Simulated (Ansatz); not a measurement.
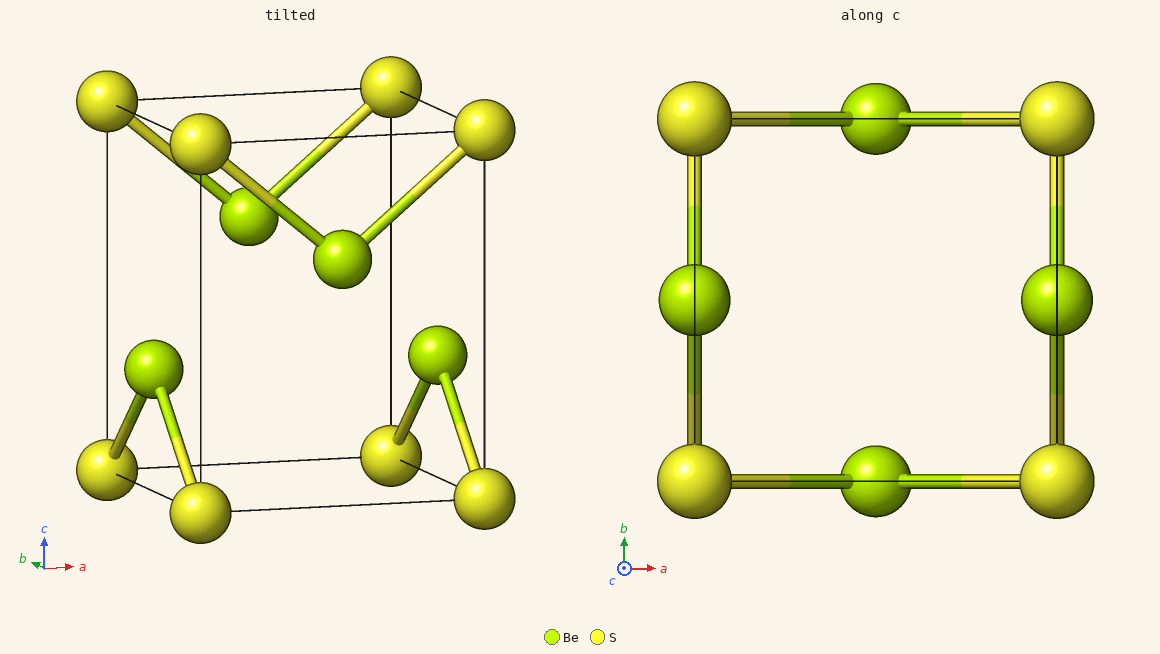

Structure drawing (ball-and-stick), viewed slightly off an axis and along the c axis. Atoms at the boundary of the conventional unit cell (the box) are drawn once for each face, edge or corner they touch. Cell: a = 3.16 Å, b = 3.16 Å, c = 3.94 Å, α = 90.00°, β = 90.00°, γ = 90.00°.

Provenance: a structure type filled with these elements by a generator (whether the compound takes this form wasn't checked). Earlier steps of the study may have refined or changed the cell and positions. It went into a calculation with Ansatz.

Question: What can be read from this drawing?

Answer: The stoichiometry is Be2S. Space group P-4m2 (No. 115), lattice primitive tetragonal. The cell has 3 atoms, namely 2 Be, 1 S. Each Be atom has two S in a bent arrangement at about 2.0 Å around it. S bonds to four Be in a distorted tetrahedral arrangement at about 2.0 Å. The bonds build Be2S layers parallel to (001).

Computational set-up: DFT PBE, scalar-relativistic, plane waves, PAW in Ansatz 0.2.0, plane-wave cutoff 420 eV, k-grid 14×14×12, Gaussian smearing of 0.1 eV, no spin polarisation.

Question: Predict the gap.

Answer: A metal: bands cross the Fermi level.

Question: What net charge does each kind of atom have (Bader)?

Answer: Be +0.95 e; S -1.91 e.

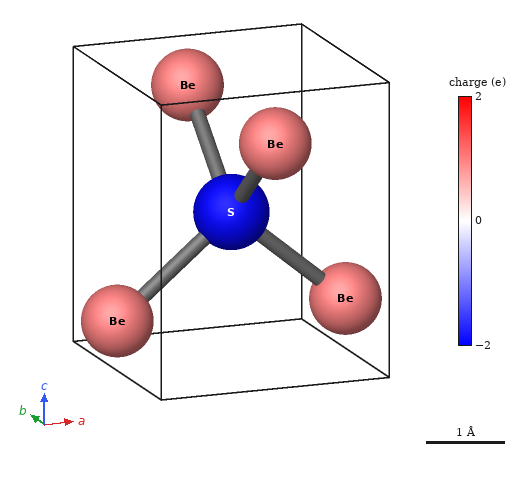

The atoms coloured by those charges. The run's cell of 3 atoms is drawn, so axes and origin can differ from the first picture.

Question: Is this an equilibrium geometry for the method given?

Answer: Yes. All forces vanish to within 0.01 eV/Å. The pressure is 0.0 GPa, close to zero.
